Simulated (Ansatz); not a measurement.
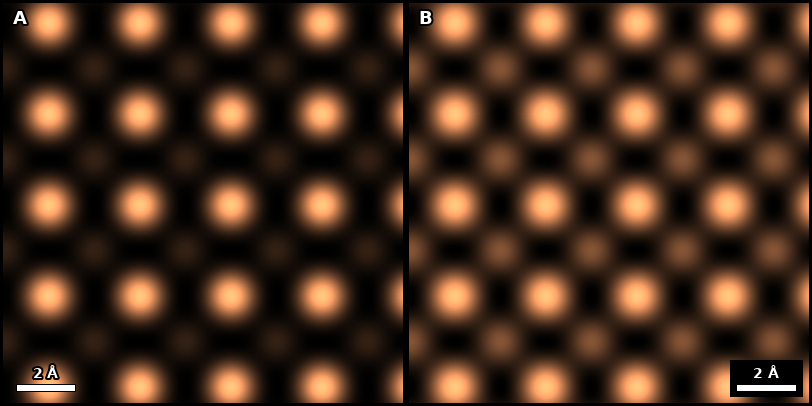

Two simulated images of the same area of ZnAu (Pm-3m, No. 221) along [001], with a probe of 1.30 Å. One is incoherent Z contrast (Z^1.7 per atom), the other the projected potential of neutral atoms blurred by the probe (iDPC-like, thin sample). Brightness is counted from the darkest point of the image. Atomic positions: the geometry relaxed with DFT PBE, scalar-relativistic, plane waves, PAW (Ansatz).

Q: Which panel is which, and how can one tell?

A is the Z-contrast image and B the potential image. The columns of 1 Zn per repeat reach about 16 % of the brightest peak (1 Au) in A but about 42 % in B, mainly since the potential grows much more slowly with atomic number.
